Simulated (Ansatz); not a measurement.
# WS: from a guess to a relaxed structure

Aim: relax a trial structure of WS and see where it ends.

Program: Ansatz 0.2.0. Level of theory: DFT PBE, scalar-relativistic, plane waves, PAW. These are calculated values, not measurements.

### 1 The starting structure

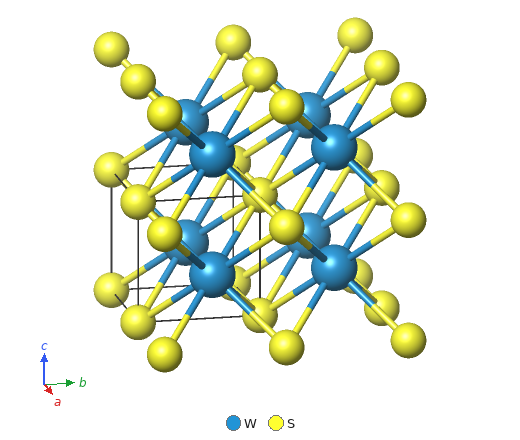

The starting structure, seen slightly off an axis (tungsten blue, sulfur yellow). 2×2×2 cells are drawn. Atoms on the faces are drawn again on the opposite ones.

As a file:

```xyz
2
Lattice="3.4448 0.0000 0.0000 0.0000 3.4448 0.0000 0.0000 0.0000 3.4448" Properties=species:S:1:pos:R:3 pbc="T T T"
W     1.7224    1.7224    1.7224
S     0.0000    0.0000    0.0000
```

The cell is invented: species swapped into a database cell of MnAu (Pm-3m, No. 221), with W on the Mn sites and S on the Au sites. Lengths come from tabulated atomic sizes and are only a guess.

### 2 Probe: one point on a coarse mesh

Input file input.yaml:

```yaml
crystal:
  lattice:
    - [3.44484848, 0.0, 0.0]
    - [0.0, 3.44484848, 0.0]
    - [0.0, 0.0, 3.44484848]
  atoms:
    - { symbol: W, position: [0.5, 0.5, 0.5] }
    - { symbol: S, position: [0.0, 0.0, 0.0] }
basis:
  ecutwfc: 420
kpoints:
  mp_grid: { grid: [6, 6, 6] }
hamiltonian:
  xc: pbe
scf:
  occupations: { method: gaussian, width: 0.1 }
  lower_state_search: "off"
output:
  forces: true
  stress: true
  eigenvalues: true
```

Launch:

```console
ansatz run input.yaml --threads 1 --pin off --max-ram 2048MiB --backend cpu --events-out ev --progress --plain --runs-dir out
```

What it wrote, shortened:

```text
Warning: RAYON_NUM_THREADS=1 ignored (pool sized by the plan → 1); use --threads N
[...]
Pseudopotentials: kind: paw
Pseudopotential: W, paw, valence charge 14, recommended cutoff 420 eV (normal), W.paw.azcp
Pseudopotential: S, paw, valence charge 6, recommended cutoff 420 eV (normal), S.paw.azcp
Functional definition: PBE
[...]
Crystal: 2 atoms, lattice volume = 40.880 Å³
Basis set: ecut = 420 eV, 799 PW (Γ), exchange–correlation on 48×48×48 points (8 copies of the dense FFT grid, shifted against one another)
Bands: 14, of which v1, the nominal top of the filled ones, is band 10 counted from 1 (9 counted from 0)
Symmetry: 48 space group operations
Space group: Pm-3m (ITA 221), of the structure as read, at distance tolerance 3.4e-5 Å
k-points: 20 of 216
[...]
SCF iter   1: F=—  HF=-11284.104678 eV  |F-HF|=—  |Δ(HF+E_count)|=         —  Δρ=2.98e-3  dr2=3.66e-3  ethr=1.77e-3  ⟨swp⟩=5.1  Hψ=1514  notcnv=0
[...]
SCF iter   6: F=-11284.105345 eV  HF=-11284.105345 eV  |F-HF|=3.24e-10  |Δ(HF+E_count)|=  3.89e-10  Δρ=1.69e-6  dr2=4.50e-10  ethr=3.77e-11  ⟨swp⟩=2.5  Hψ=929  notcnv=0
[...]
SCF converged after 6 iterations
Free energy (F): -11284.105345 eV
[...]
E sigma→0 (E₀):  -11284.096160 eV
Entropy (-TS):   -0.018370 eV (-9.185 meV/atom)
Fermi energy:    11.957673 eV
[...]
--- Forces (eV/Å), atoms counted from 1 ---
  atom   1  W      0.00000000     0.00000000    -0.00000000
  atom   2  S     -0.00000000    -0.00000000     0.00000000
[...]
--- Stress (GPa, compression-positive) ---
      -36.500195       0.000000       0.000000
       -0.000000     -36.500195       0.000000
        0.000000       0.000000     -36.500195
  P = ⅓ Tr σ = -36.5002 GPa (-365.002 kbar)
--- Band table (eV; the first three rows and the last of 20) ---
  k-point 0: bands = ["-62.7813", "-26.8813", "-26.8813", "-26.8813", "-2.4788", "9.5737", "9.5737", "9.6608", "9.6608", "9.6608", "11.0960", "12.6889", "12.6889", "12.6889"]
[...]
```

Run time: 0.98 s. Hardware: 1 thread of Intel Xeon Platinum 8259CL at 2.50GHz (Skylake/Cascade Lake), shared host; peak memory 0.34 GiB.

The probe gives pressure -36.5 GPa, largest force 0.00 eV/Å, gap on this mesh none (metal). A cheap, loose relaxation comes first.

### 3 Rough relaxation on the coarse mesh

Edit input.yaml of step 2 so:

```diff
@@ -21 +21,6 @@
   eigenvalues: true
+relax:
+  adjacent_minimum: "off"
+  f_tol: 0.04
+  max_steps: 70
+  cell: { stress_tol: 0.4 }
```

Launch:

```console
ansatz run input.yaml --threads 1 --pin off --max-ram 2048MiB --backend cpu --events-out ev --progress --plain --runs-dir out
```

What it wrote:

```text
Warning: RAYON_NUM_THREADS=1 ignored (pool sized by the plan → 1); use --threads N
Engine: ansatz 0.2.0, x86_64-unknown-linux-gnu
Pseudopotentials: kind: paw
Pseudopotential: W, paw, valence charge 14, recommended cutoff 420 eV (normal), W.paw.azcp
Pseudopotential: S, paw, valence charge 6, recommended cutoff 420 eV (normal), S.paw.azcp
Functional definition: PBE
  parameter kappa = 0.804
  parameter beta = 0.06672455060314922
  exchange = pbe_x(kappa = kappa, mu = beta*pi^2/3)
  correlation = pbe_c(beta = beta)
Crystal: 2 atoms, lattice volume = 40.880 Å³
Basis set: ecut = 420 eV, 799 PW (Γ), exchange–correlation on 48×48×48 points (8 copies of the dense FFT grid, shifted against one another)
Bands: 14, of which v1, the nominal top of the filled ones, is band 10 counted from 1 (9 counted from 0)
Symmetry: 48 space group operations
Space group: Pm-3m (ITA 221), of the structure as read, at distance tolerance 3.4e-5 Å
k-points: 20 of 216
Non-local potential: W, projectors of the file, l = 0: 3, l = 1: 2, l = 2: 2, l = 3: 1
Non-local potential: S, projectors of the file, l = 0: 2, l = 1: 2, l = 2: 2
PAW form: soft (Blöchl's): semilocal exchange-correlation on the pseudo side does not see the compensation charge
PAW one-centre angular grid: W, 590 points (default); XC on 64 Gauss nodes
PAW one-centre angular grid: S, 110 points (default); XC on 64 Gauss nodes
Initial density: superposition of atomic densities (neutral atoms: chi_scale 0, normalization atom), corrected by the library's trained network
Initial wavefunctions: pseudopotential atomic-orbital guess
Functional: x = pbe(κ = 0.804, μ = 0.2195149727645171), c = pbe(β = 0.06672455060314922)
SCF iter   1: F=—  HF=-11284.104678 eV  |F-HF|=—  |Δ(HF+E_count)|=         —  Δρ=2.98e-3  dr2=3.66e-3  ethr=1.77e-3  ⟨swp⟩=5.1  Hψ=1514  notcnv=0
preconditioner: auto → none  [metal: Δε(μ)=0.100 eV  Ē_g=6.314 eV  σ=0.100 eV  W_gap=0.44  n_scr=6 (ndim 8)  ℏωp=20.1 eV  f_vac=0.000  D(μ)=3.59/eV (n_scr^D=32)  sad-step TF]
SCF iter   2: F=—  HF=-11284.105142 eV  |F-HF|=—  |Δ(HF+E_count)|=   4.64e-4  Δρ=1.88e-3  dr2=1.67e-3  ethr=1.83e-5  ⟨swp⟩=1.1  Hψ=443  notcnv=0
SCF iter   3: F=—  HF=-11284.105205 eV  |F-HF|=—  |Δ(HF+E_count)|=   6.26e-5  Δρ=1.88e-4  dr2=8.35e-6  ethr=8.37e-6  ⟨swp⟩=2.4  Hψ=386  notcnv=0
SCF iter   4: F=—  HF=-11284.105345 eV  |F-HF|=—  |Δ(HF+E_count)|=   1.41e-4  Δρ=2.87e-5  dr2=3.02e-7  ethr=4.17e-8  ⟨swp⟩=2.0  Hψ=384  notcnv=0
iter 5 did not close the SCF: its close was put off for the readings that it lacked (scf_convergence_deferred on its scf_iter line)
SCF iter   5: F=-11284.105345 eV  HF=-11284.105345 eV  |F-HF|=9.60e-10  |Δ(HF+E_count)|=   9.16e-8  Δρ=6.78e-6  dr2=7.54e-9  ethr=1.51e-9  ⟨swp⟩=2.0  Hψ=396  notcnv=0
SCF iter   6: F=-11284.105345 eV  HF=-11284.105345 eV  |F-HF|=3.24e-10  |Δ(HF+E_count)|=  3.89e-10  Δρ=1.69e-6  dr2=4.50e-10  ethr=3.77e-11  ⟨swp⟩=2.5  Hψ=929  notcnv=0
SCF 1 converged in 6 iterations: F = -11284.105345 eV  dr2 = 4.50e-10
relax step   1: F+E_penalty+E_count = -11284.10534533 eV  Δ(F+E_penalty+E_count) = +0.000e0 eV  max|allowed force component| = 2.564e-29 eV/Å  Δτ_max = 0.0000 Å  P = -36.500 GPa  Ω = 40.880 Å³  (6 SCF iters, dr2 threshold 1.00e-7 eV, accepted)
Crystal: 2 atoms, lattice volume = 35.188 Å³
Basis set: ecut = 420 eV, 691 PW (Γ), exchange–correlation on 48×48×48 points (8 copies of the dense FFT grid, shifted against one another)
Initial density: handed on by an earlier stage of this run
Initial wavefunctions: those handed on with the density
iter 1 solved again at ethr=1.24e-4 eV; its pass at ethr=3.10e-3 eV (dr2=2.47e-2 eV) is discarded
SCF iter   1: F=—  HF=-11285.382371 eV  |F-HF|=—  |Δ(HF+E_count)|=         —  Δρ=6.48e-3  dr2=2.46e-2  ethr=1.24e-4  ⟨swp⟩=1.0  Hψ=1812  notcnv=0
preconditioner: auto → none  [metal: Δε(μ)=0.064 eV  Ē_g=7.331 eV  σ=0.100 eV  W_gap=0.33  n_scr=6 (ndim 8)  ℏωp=21.7 eV  f_vac=0.000  D(μ)=1.82/eV (n_scr^D=18)]
SCF iter   2: F=—  HF=-11285.378155 eV  |F-HF|=—  |Δ(HF+E_count)|=   4.22e-3  Δρ=2.56e-3  dr2=3.52e-3  ethr=1.23e-4  ⟨swp⟩=1.4  Hψ=301  notcnv=0
SCF iter   3: F=—  HF=-11285.377654 eV  |F-HF|=—  |Δ(HF+E_count)|=   5.01e-4  Δρ=3.16e-4  dr2=2.19e-5  ethr=1.76e-5  ⟨swp⟩=2.0  Hψ=346  notcnv=0
SCF iter   4: F=—  HF=-11285.377763 eV  |F-HF|=—  |Δ(HF+E_count)|=   1.09e-4  Δρ=4.14e-5  dr2=2.94e-7  ethr=1.09e-7  ⟨swp⟩=2.0  Hψ=370  notcnv=0
iter 5 did not close the SCF: its close was put off for the readings that it lacked (scf_convergence_deferred on its scf_iter line)
SCF iter   5: F=-11285.377763 eV  HF=-11285.377763 eV  |F-HF|=6.14e-9  |Δ(HF+E_count)|=   1.56e-7  Δρ=5.55e-6  dr2=1.21e-8  ethr=1.47e-9  ⟨swp⟩=2.5  Hψ=452  notcnv=0
SCF iter   6: F=-11285.377763 eV  HF=-11285.377763 eV  |F-HF|=2.73e-11  |Δ(HF+E_count)|=  4.24e-10  Δρ=4.08e-7  dr2=4.34e-11  ethr=6.04e-11  ⟨swp⟩=2.4  Hψ=968  notcnv=0
SCF 2 converged in 6 iterations: F = -11285.377763 eV  dr2 = 4.34e-11
relax step   2: F+E_penalty+E_count = -11285.37776336 eV  Δ(F+E_penalty+E_count) = -1.272e0 eV  max|allowed force component| = 1.913e-29 eV/Å  Δτ_max = 0.0000 Å  P = -33.859 GPa  Ω = 35.188 Å³  energy of the carried Pulay correction = +7.127e-4 eV  (6 SCF iters, dr2 threshold 2.00e-7 eV, accepted)
Crystal: 2 atoms, lattice volume = 30.051 Å³
Basis set: ecut = 420 eV, 587 PW (Γ), exchange–correlation on 48×48×48 points (8 copies of the dense FFT grid, shifted against one another)
iter 1 solved again at ethr=9.45e-5 eV; its pass at ethr=3.10e-3 eV (dr2=1.89e-2 eV) is discarded
SCF iter   1: F=—  HF=-11286.286995 eV  |F-HF|=—  |Δ(HF+E_count)|=         —  Δρ=6.60e-3  dr2=1.86e-2  ethr=9.45e-5  ⟨swp⟩=1.0  Hψ=1844  notcnv=0
preconditioner: auto → none  [insulator: Δε(μ)=0.295 eV  Ē_g=8.554 eV  σ=0.100 eV  W_gap=0.50  n_scr=6 (ndim 8)  ℏωp=23.5 eV  f_vac=0.000  D(μ)=1.26/eV (n_scr^D=6)  ε∞_Penn≈8.5]
SCF iter   2: F=—  HF=-11286.284035 eV  |F-HF|=—  |Δ(HF+E_count)|=   2.96e-3  Δρ=2.74e-3  dr2=2.73e-3  ethr=9.29e-5  ⟨swp⟩=1.1  Hψ=290  notcnv=0
SCF iter   3: F=—  HF=-11286.283676 eV  |F-HF|=—  |Δ(HF+E_count)|=   3.59e-4  Δρ=3.13e-4  dr2=1.66e-5  ethr=1.36e-5  ⟨swp⟩=1.9  Hψ=322  notcnv=0
SCF iter   4: F=—  HF=-11286.283682 eV  |F-HF|=—  |Δ(HF+E_count)|=   6.41e-6  Δρ=3.54e-5  dr2=2.14e-7  ethr=8.32e-8  ⟨swp⟩=2.5  Hψ=448  notcnv=0
iter 5 did not close the SCF: its close was put off for the readings that it lacked (scf_convergence_deferred on its scf_iter line)
SCF iter   5: F=-11286.283682 eV  HF=-11286.283682 eV  |F-HF|=1.04e-8  |Δ(HF+E_count)|=   3.24e-8  Δρ=6.94e-6  dr2=1.59e-8  ethr=1.07e-9  ⟨swp⟩=2.0  Hψ=459  notcnv=0
SCF iter   6: F=-11286.283682 eV  HF=-11286.283682 eV  |F-HF|=1.82e-12  |Δ(HF+E_count)|=   1.44e-9  Δρ=7.28e-7  dr2=6.13e-11  ethr=7.96e-11  ⟨swp⟩=2.6  Hψ=1045  notcnv=0
SCF 3 converged in 6 iterations: F = -11286.283682 eV  dr2 = 6.13e-11
relax step   3: F+E_penalty+E_count = -11286.28368201 eV  Δ(F+E_penalty+E_count) = -9.059e-1 eV  max|allowed force component| = 2.235e-30 eV/Å  Δτ_max = 0.0000 Å  P = -19.476 GPa  Ω = 30.051 Å³  energy of the carried Pulay correction = +1.455e-3 eV  (6 SCF iters, dr2 threshold 2.00e-7 eV, accepted)
Crystal: 2 atoms, lattice volume = 27.195 Å³
Basis set: ecut = 420 eV, 515 PW (Γ), exchange–correlation on 48×48×48 points (8 copies of the dense FFT grid, shifted against one another)
iter 1 solved again at ethr=2.63e-5 eV; its pass at ethr=3.10e-3 eV (dr2=5.27e-3 eV) is discarded
SCF iter   1: F=—  HF=-11286.476591 eV  |F-HF|=—  |Δ(HF+E_count)|=         —  Δρ=4.07e-3  dr2=5.28e-3  ethr=2.63e-5  ⟨swp⟩=1.1  Hψ=2005  notcnv=0
preconditioner: auto → none  [insulator: Δε(μ)=0.412 eV  Ē_g=9.420 eV  σ=0.100 eV  W_gap=0.50  n_scr=6 (ndim 8)  ℏωp=24.7 eV  f_vac=0.000  D(μ)=1.25/eV (n_scr^D=6)  ε∞_Penn≈7.9]
SCF iter   2: F=—  HF=-11286.475849 eV  |F-HF|=—  |Δ(HF+E_count)|=   7.42e-4  Δρ=1.75e-3  dr2=7.56e-4  ethr=2.63e-5  ⟨swp⟩=1.4  Hψ=316  notcnv=0
SCF iter   3: F=—  HF=-11286.475791 eV  |F-HF|=—  |Δ(HF+E_count)|=   5.87e-5  Δρ=2.16e-4  dr2=7.63e-6  ethr=3.78e-6  ⟨swp⟩=1.8  Hψ=312  notcnv=0
SCF iter   4: F=—  HF=-11286.475772 eV  |F-HF|=—  |Δ(HF+E_count)|=   1.84e-5  Δρ=1.71e-5  dr2=9.91e-8  ethr=3.81e-8  ⟨swp⟩=2.0  Hψ=354  notcnv=0
iter 5 did not close the SCF: its close was put off for the readings that it lacked (scf_convergence_deferred on its scf_iter line)
SCF iter   5: F=-11286.475772 eV  HF=-11286.475772 eV  |F-HF|=4.71e-10  |Δ(HF+E_count)|=   1.23e-8  Δρ=2.56e-6  dr2=1.02e-9  ethr=4.96e-10  ⟨swp⟩=2.1  Hψ=395  notcnv=0
SCF iter   6: F=-11286.475772 eV  HF=-11286.475772 eV  |F-HF|=2.91e-11  |Δ(HF+E_count)|=  1.07e-10  Δρ=3.49e-7  dr2=2.94e-11  ethr=5.11e-12  ⟨swp⟩=1.4  Hψ=813  notcnv=0
SCF 4 converged in 6 iterations: F = -11286.475772 eV  dr2 = 2.94e-11
relax step   4: F+E_penalty+E_count = -11286.47577242 eV  Δ(F+E_penalty+E_count) = -1.921e-1 eV  max|allowed force component| = 2.104e-29 eV/Å  Δτ_max = 0.0000 Å  P = -0.055 GPa  Ω = 27.195 Å³  energy of the carried Pulay correction = +1.916e-3 eV  (6 SCF iters, dr2 threshold 2.00e-7 eV, accepted)
Initial wavefunctions: pseudopotential atomic-orbital guess (no wavefunctions were taken with the density)
iter 1 solved again at ethr=3.30e-8 eV; its pass at ethr=3.10e-3 eV (dr2=6.59e-6 eV) is discarded
SCF iter   1: F=—  HF=-11286.474363 eV  |F-HF|=—  |Δ(HF+E_count)|=         —  Δρ=4.07e-4  dr2=5.82e-6  ethr=3.30e-8  ⟨swp⟩=3.0  Hψ=2355  notcnv=0
preconditioner: auto → none  [insulator: Δε(μ)=0.408 eV  Ē_g=9.441 eV  σ=0.100 eV  W_gap=0.50  n_scr=6 (ndim 8)  ℏωp=24.7 eV  f_vac=0.000  D(μ)=1.25/eV (n_scr^D=6)  ε∞_Penn≈7.8]
SCF iter   2: F=—  HF=-11286.474340 eV  |F-HF|=—  |Δ(HF+E_count)|=   2.29e-5  Δρ=2.00e-4  dr2=1.31e-6  ethr=2.91e-8  ⟨swp⟩=1.1  Hψ=284  notcnv=0
SCF iter   3: F=—  HF=-11286.474337 eV  |F-HF|=—  |Δ(HF+E_count)|=   3.39e-6  Δρ=1.11e-5  dr2=1.80e-8  ethr=6.54e-9  ⟨swp⟩=2.4  Hψ=480  notcnv=0
iter 4 did not close the SCF: its close was put off for the readings that it lacked (scf_convergence_deferred on its scf_iter line)
SCF iter   4: F=-11286.474337 eV  HF=-11286.474337 eV  |F-HF|=5.82e-11  |Δ(HF+E_count)|=   2.49e-9  Δρ=2.52e-6  dr2=6.74e-10  ethr=8.98e-11  ⟨swp⟩=2.8  Hψ=444  notcnv=0
iter 5 did not close the SCF: its close was put off for the readings that it lacked (scf_convergence_deferred on its scf_iter line)
SCF iter   5: F=-11286.474337 eV  HF=-11286.474337 eV  |F-HF|=0.00e0  |Δ(HF+E_count)|=  8.73e-11  Δρ=1.65e-7  dr2=2.76e-12  ethr=3.37e-12  ⟨swp⟩=2.4  Hψ=368  notcnv=0
SCF iter   6: F=-11286.474337 eV  HF=-11286.474337 eV  |F-HF|=9.09e-12  |Δ(HF+E_count)|=  1.82e-12  Δρ=1.96e-8  dr2=5.03e-14  ethr=1.00e-12  ⟨swp⟩=1.9  Hψ=728  notcnv=0
SCF 5 converged in 6 iterations: F = -11286.474337 eV  dr2 = 5.03e-14
relax step   5: F+E_penalty+E_count = -11286.47433666 eV  Δ(F+E_penalty+E_count) = +1.436e-3 eV  max|allowed force component| = 1.256e-29 eV/Å  Δτ_max = 0.0000 Å  P = -0.068 GPa  Ω = 27.195 Å³  stress off target by 6.82e-2 GPa  SCF on the basis re-selected at this cell (its energy is not comparable with the rows above)  (6 SCF iters)
basis re-selected at this cell: Δ(F+E_penalty+E_count) = +1.436e-3 eV, ΔP = -0.013 GPa vs the last step (what re-selecting the basis moved, of the pressure what is left beyond the Pulay correction that the steps carried, after the strain that the cell walked since its last selection, with what the two solves' SCF thresholds leave and, on support functions, any second-order correction that the steps lacked; it is no measure of the basis error at this ecutwfc). This SCF's stress stands 6.82e-2 GPa from its target on what of the cell is left free (relax.cell.stress_tol is 4.00e-1 GPa) and its largest allowed force component is 1.26e-29 eV/Å (relax.f_tol is 4.00e-2 eV/Å): within both
SCF converged after 6 iterations
Free energy (F): -11286.474337 eV
Harris-Foulkes:  -11286.474337 eV  (|F-HF|=9.09e-12)
Internal energy: -11286.468068 eV  (E = F + TS)
E sigma→0 (E₀):  -11286.471202 eV
Entropy (-TS):   -0.006269 eV (-3.134 meV/atom)
Fermi energy:    20.166059 eV
--- Per-component energies (eV) ---
  E_band       = -54.381552
  E_kinetic    = 564.000525
  E_local      = -715.959212  (includes V_loc(G=0)·N_el)
  E_nonlocal   = 29.233251
  E_hartree    = 264.263269
  E_xc         = -366.102070
  E_vxc        = -329.279514  (∫ρ·V_xc dr)
  E_paw        = -9163.366851  (= ΣΔE_a)
  E_vpaw       = -130.903084  (= ΣTr[D̂ρ^β])
  E_aug_tail   = -0.000062  (compensation charges beyond the density's cutoff)
  E_ewald      = -1898.536918
  E_smearing   = -0.006269  (= −TS)
  E_closure    = 0.000000  (closes the sum)
  Σ components = -11286.474337   (vs F -11286.474337, Δ=0.00e0)
--- Forces (eV/Å), atoms counted from 1 ---
  atom   1  W      0.00000000     0.00000000     0.00000000
  atom   2  S     -0.00000000     0.00000000     0.00000000
  max |Σ_I F_I| component: 2.54e-29 eV/Å
--- Stress (GPa, compression-positive) ---
       -0.068226       0.000000      -0.000000
        0.000000      -0.068226      -0.000000
       -0.000000      -0.000000      -0.068226
  P = ⅓ Tr σ = -0.0682 GPa (-0.682 kbar)
--- Band table (eV; the first three rows and the last of 20) ---
  k-point 0: bands = ["-54.2898", "-18.4161", "-18.4161", "-18.4161", "2.4647", "15.5106", "15.5106", "17.2158", "17.2158", "17.2158", "21.2473", "21.2473", "21.2473", "22.4470"]
  k-point 1: bands = ["-54.2852", "-18.5231", "-18.4064", "-18.4064", "2.9003", "13.8634", "15.7792", "16.6419", "16.6419", "17.9897", "21.4010", "21.9873", "21.9873", "24.0056"]
  k-point 2: bands = ["-54.2758", "-18.7316", "-18.3869", "-18.3869", "4.0025", "11.1199", "15.7715", "15.7715", "16.4224", "20.5238", "21.7362", "23.5354", "23.5354", "25.4284"]
  k-point 19: bands = ["-54.2350", "-18.7124", "-18.7124", "-18.7124", "7.1037", "11.2327", "11.2327", "11.2327", "22.5563", "22.5563", "22.5563", "23.8816", "23.8816", "25.7592"]
--- Relaxed structure (4 steps of the walk, 4 accepted, 1 SCFs on fresh bases) ---
  F+E_penalty+E_count = -11286.47433666 eV   max|allowed force component| = 1.256e-29 eV/Å   (the final SCF, on the basis selected at the relaxed cell)
  cell:  # Å, volume = 27.1952 Å³
    - [3.0072119443205416, 5.296307347064899e-34, 7.703719777548943e-34]
    - [5.296307347064899e-34, 3.0072119443205416, 5.135813185032629e-34]
    - [5.1358131850326295e-34, 2.5679065925163143e-34, 3.0072119443205416]
  atoms:
    - { symbol: W, position: [0.49999999999999994, 0.49999999999999994, 0.49999999999999994] }
    - { symbol: S, position: [1.1647403577028083e-35, -1.0482663219272681e-35, 1.6949202948262626e-47] }
```

It took 4.7 s on 1 thread of Intel Xeon Platinum 8259CL at 2.50GHz (Skylake/Cascade Lake), shared host; peak memory 0.37 GiB.

The steps of the relaxation:

| step | energy from step 1 (eV/cell) | largest force component (eV/Å) | pressure (GPa) | volume (Å³) |
| --- | --- | --- | --- | --- |
| 1 | 0.0000 | 0.0000 | -36.50 | 40.88 |
| 2 | -1.2724 | 0.0000 | -33.86 | 35.19 |
| 3 | -2.1783 | 0.0000 | -19.48 | 30.05 |
| 4 | -2.3704 | 0.0000 | -0.06 | 27.20 |
| 5 | -2.3690 | 0.0000 | -0.07 | 27.20 |

Step 1 is the start. Step 5 repeats the geometry before it on a plane-wave basis chosen anew for that cell, so its energy need not be comparable with the rows above.

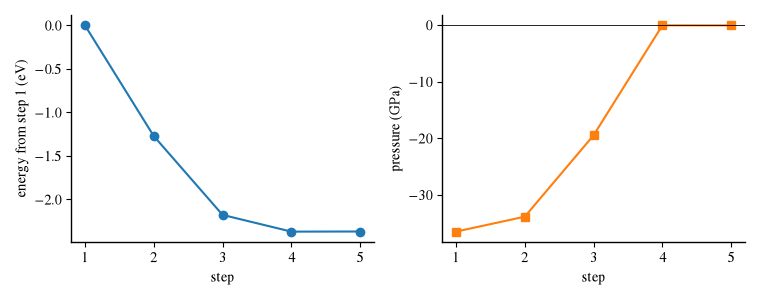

Energy and pressure along the relaxation.

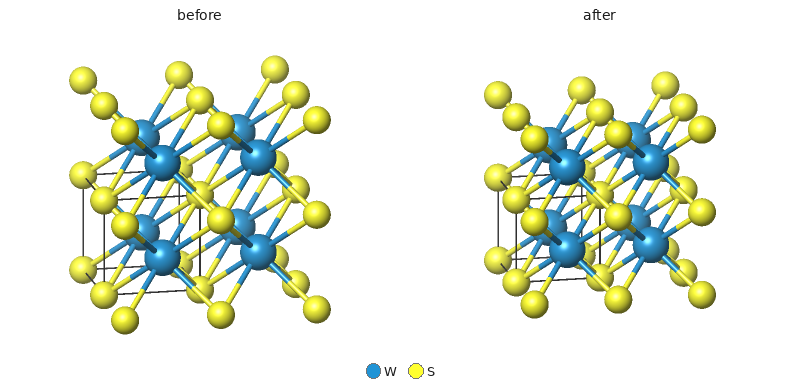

The structure before (left) and after (right) the relaxation, drawn at the same scale.

|  | before | after | change |
| --- | --- | --- | --- |
| a (Å) | 3.445 | 3.007 | -12.7 % |
| b (Å) | 3.445 | 3.007 | -12.7 % |
| c (Å) | 3.445 | 3.007 | -12.7 % |
| volume (Å³/atom) | 20.44 | 13.60 | -33.5 % |
| shortest distance (Å) | 2.983 | 2.604 | -12.7 % |
| space group (0.01 Å) | Pm-3m | Pm-3m | same |

The run keeps the 48 symmetry operations of the start, so it could not have lowered the symmetry.

[end of part 1 of 2]
